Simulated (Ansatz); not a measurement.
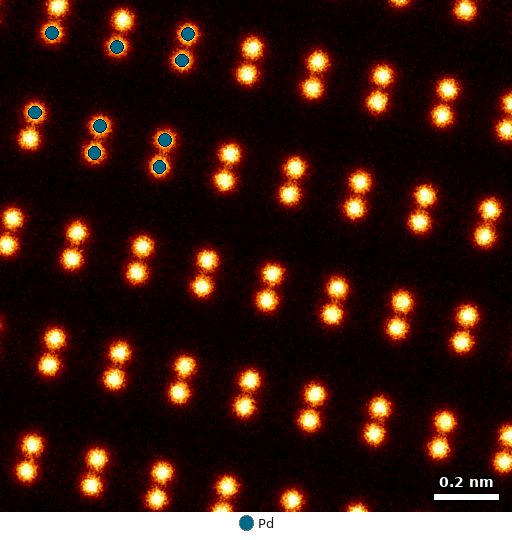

Z-contrast image of Pd (Fd-3m, No. 227) along [211]. Simulation: incoherent imaging, intensity Z^1.8 per atom, probe width 0.50 Å, thin sample. The probe carries 25 % of its weight in a tail 2.5 times as wide. Shot noise was added. Atomic positions: the geometry given to an electronic-structure calculation, possibly off equilibrium; the starting structure was generated, so it need not be a known form of this composition.

Coloured dots in one corner mark the columns of the model.

Q: What can be read from this image?

A: The columns repeat on a rectangular net of 2.09 × 3.41 Å (plane group p2mm). All columns are alike (Pd). The shortest distance between visible columns is 0.85 Å in projection. Along the beam the structure repeats every 7.23 Å.
